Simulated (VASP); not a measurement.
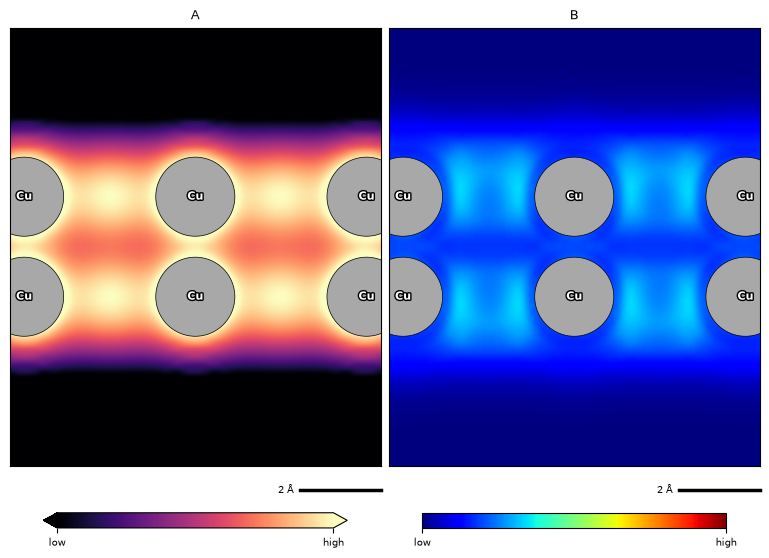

Cu: 2 fields on the (110) plane of the calculation cell, a cut from vacuum to vacuum, with unlabelled colour scales. Grey discs cover the atomic cores.

The calculation used VASP, Kohn-Sham DFT of a periodic cell, PBE, VASP PAW PBE potentials, recommended.

Question: Which field does each panel show? The fields are: electron localisation function and valence pseudo-density.

Answer: Panel A: valence pseudo-density. Panel B: electron localisation function. From the grid: Cu–Cu (2.48 Å): ρ is about 0.27 e/Å³ halfway; the ELF is about 0.20 at the midpoint; no shared electron pair shows on this line.
